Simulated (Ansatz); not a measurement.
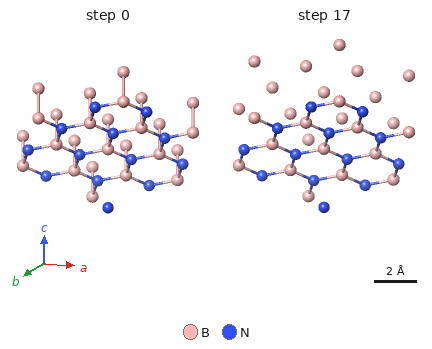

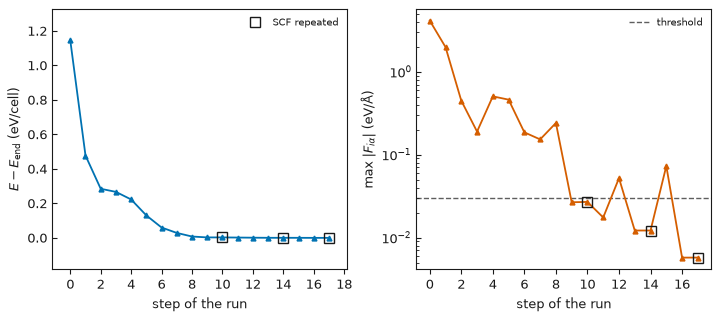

First and last geometry of a constrained relaxation of a slab of composition B6N5 (cut from the P6_3/mmc phase), with the history of the run. Style: ball-and-stick. Shown: the atoms within 5.0 Å of the atom that moves most (axes of the 3 × 3 repeat of the cell, outlined in the plane, without the vacuum), from a free direction.

Case: B put at a top B site. The slab is the (0 0 1) face of BN with B on it. 4 atoms are held fixed.

These are results of DFT PBE+D3(BJ), scalar-relativistic, plane waves, PAW in Ansatz, not measurements.

Input
```yaml
crystal:
  lattice:
    - [2.5064380879, 0.0, 0.0]
    - [-1.2532190439, 2.1706390571, 0.0]
    - [0.0, 0.0, 32.2336959907]
  atoms:
    - { symbol: B, position: [0.6666666667, 0.3333333333, 0.2636992048] }
    - { symbol: "N", position: [0.3333333333, 0.6666666667, 0.2636992048] }
    - { symbol: B, position: [0.3333333333, 0.6666666667, 0.3663378844] }
    - { symbol: "N", position: [0.6666666667, 0.3333333333, 0.3663378844] }
    - { symbol: B, position: [0.6666666667, 0.3333333333, 0.4689765641] }
    - { symbol: "N", position: [0.3333333333, 0.6666666667, 0.4689765641] }
    - { symbol: B, position: [0.3333333333, 0.6666666667, 0.5716152439] }
    - { symbol: "N", position: [0.6666666667, 0.3333333333, 0.5716152439] }
    - { symbol: B, position: [0.6666666667, 0.3333333333, 0.6742539235] }
    - { symbol: "N", position: [0.3333333333, 0.6666666667, 0.6742539235] }
    - { symbol: B, position: [0.6666666667, 0.3333333333, 0.7263732957], spin: 1.0 }
basis:
  ecutwfc: 420
kpoints:
  mp_grid: { grid: [12, 12, 1] }
hamiltonian:
  xc: pbe
  dispersion: d3bj
scf:
  occupations: { method: gaussian, width: 0.05 }
output:
  forces: true
  eigenvalues: true
  populations: true
  write_density: true
  write_potential: true
  elf: true
  volumetric_format: npy
magnetization:
  spin_polarized: true
relax:
  adjacent_minimum: "off"
  f_tol: 0.03
  max_steps: 70
  constraints: [{ sites: [0, 1, 2, 3] }]
efield:
  axis: 3
  dipole_correction: true
  ramp_width: 0.04
```

Launched with:
```bash
ansatz run input.yaml --threads 1 --pin off --max-ram 2560MiB --backend cpu --events-out ev --progress --plain --runs-dir out
```

Question: Did the run converge, and what did it change?

Answer: It converged. After 14 accepted moves (17 points after the start) the energy has fallen by 1.145 eV per cell of the calculation. Largest force component: 4.1 eV/Å at the start, 0.0057 eV/Å at the end. 3 steps only repeated the SCF at the same geometry. The forces were under the threshold at step 9, but the run went on from there. The largest move is that of B11, 1.54 Å along the normal (+c). Largest moves by element: B 1.54 Å, N 0.02 Å. The lattice vectors keep their values. Some distances before and after: B9–B11 1.680 → 3.192 Å. Bonds break: B9–B11 (1.68 → 3.19 Å). The program noted that the starting moments weren't kept.

Limits of the set-up: the periodic images lie only 2.5 Å apart, so the values are limited by the cell's size.
